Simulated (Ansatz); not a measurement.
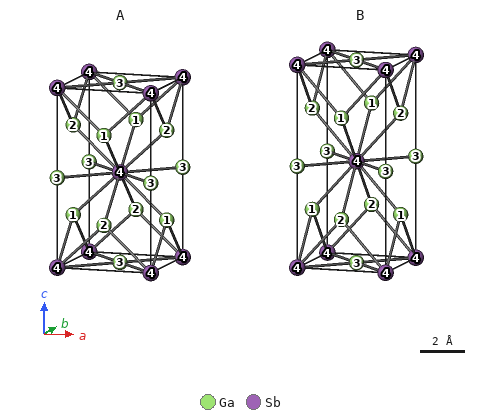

Two geometries of a crystal of Ga3Sb (set up in I4/mmm), drawn at one scale. One is the start of a relaxation, the other its converged end. The picture is a ball-and-stick view of the conventional cell (2 times the calculation's cell), seen slightly off an axis. Lengths and directions refer to the drawn axes.

All numbers below come from Ansatz, DFT PBE, scalar-relativistic, plane waves, PAW. Set-up: plane-wave cutoff 420 eV; k-point mesh 14 × 14 × 14; occupations gaussian; smearing width 0.1 eV; no spin polarisation; cell and atoms relaxed; force threshold 0.01 eV/Å; at most 60 steps.

Q: Which of the two is the end point?

A: Structure A is the relaxed one. Case: relaxed functional: PBE. The energy falls by 7.1 meV per atom in 9 accepted moves (10 points after the start). All forces vanish by symmetry, so only the cell relaxes. Pressure: −0.46 GPa at the start and 0.00 GPa at the end. At 1 point the geometry stayed and the basis and grid were re-selected for the new cell (energy shift of less than 0.05 meV per atom at most each time). No atom moves by more than 0.005 Å relative to the cell. Cell: a = b 4.318 → 4.571 Å (+5.9 %), c 9.521 → 8.441 Å (−11.3 %). Volume −0.6 %. Near-neighbour distances that change, for instance: Ga3–Sb4 3.053 → 3.232 Å, Ga1–Sb4 3.213 → 3.111 Å. Among the angles between lasting bonds that change: Sb4–Ga1–Sb4 84.4° → 94.6°, Sb4–Ga1–Sb4 123.3° → 117.4°. The space group stays I4/mmm (No. 139). The run took 7.5 min on 1 thread of Intel(R) Xeon(R) Platinum 8259CL CPU @ 2.50GHz (Skylake/Cascade Lake), with other jobs on the host, peak memory 0.85 GiB.
